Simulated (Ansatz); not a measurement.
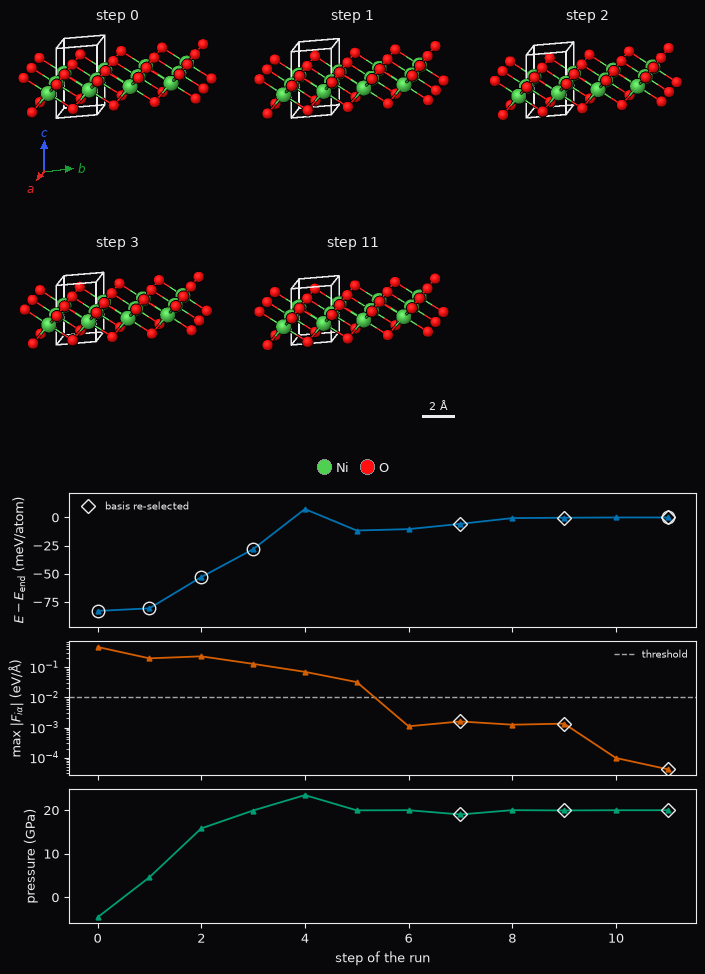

Frames of a relaxation of crystalline NiO2 (set up in P-3m1), marked on the history of the run. Style: ball-and-stick. Shown: the cell of the calculation, repeated 2 × 3 × 1 with one cell outlined, slightly off an axis.

The run lets cell and atoms move.

Level of theory: Kohn-Sham DFT of a periodic cell, PBEsol, Ansatz PAW (Ansatz).

Input
```yaml
crystal:
  lattice:
    - [2.798781865, 0.0, 0.0]
    - [-1.3993909325, 2.4238161948, 0.0]
    - [0.0, 0.0, 4.618273]
  atoms:
    - { symbol: Ni, position: [0.0, 0.0, 0.5], spin: 1.0 }
    - { symbol: O, position: [0.3333333333, 0.6666666667, 0.293961] }
    - { symbol: O, position: [0.6666666667, 0.3333333333, 0.706039] }
hamiltonian:
  xc: pbesol
  pseudopotentials: { kind: paw }
magnetization:
  spin_polarized: true
kpoints:
  mp_grid: { grid: [11, 11, 6] }
scf:
  occupations: { method: fermi_dirac, width: 0.05 }
output:
  forces: true
  stress: true
  eigenvalues: true
  write_density: true
  write_potential: true
  elf: true
  volumetric_format: npy
relax:
  f_tol: 0.01
  max_steps: 40
  cell: { stress_tol: 0.05, p_target: 20.0 }
```

Run as
```bash
ansatz run input.yaml --threads 2 --pin off --max-ram 5632MiB --backend cpu --events-out ev --progress --plain --runs-dir out
```

What happens along the run?

The energy rises by 82.8 meV per atom in 8 accepted moves (11 points after the start). With the target pressure of 20 GPa, the enthalpy E + pV changes by −213 meV per atom. Largest force component: 0.47 eV/Å at the start, under 0.0001 eV/Å at the end. Pressure: −4.59 GPa at the start and 20.00 GPa at the end. At 3 points the geometry stayed and the basis and grid were re-selected for the new cell (energy shift of 4.7 meV per atom at most each time). The largest moves relative to the cell, 0.16 Å, are those of O atoms. Ni stays in place. The volume changes by −22.7 %, with a = b 2.799 → 2.740 Å (−2.1 %), c 4.618 → 3.725 Å (−19.3 %). Among the contacts that change: Ni–O 1.875 → 1.833 Å. The space group stays P-3m1 (No. 164). The program noted that the starting moments weren't kept. Cost: 37 s on 2 threads of AMD EPYC 7R43 64-Core Processor (Zen 3) (shared host), peak memory 0.45 GiB. From step 0 to 1: O atoms move most (0.05 Å), volume −8.4 %, energy +2.3 meV per atom. From step 1 to 2: O atoms move most (0.04 Å), volume −7.6 %, energy +27.7 meV per atom. From step 2 to 3: O atoms move most (0.05 Å), volume −5.3 %, energy +24.7 meV per atom. From step 3 to 11: O atoms move most (0.03 Å), volume −3.4 %, energy +28.2 meV per atom.

Limits of the set-up: layers or molecules are held without a dispersion correction, so their spacing is unreliable.
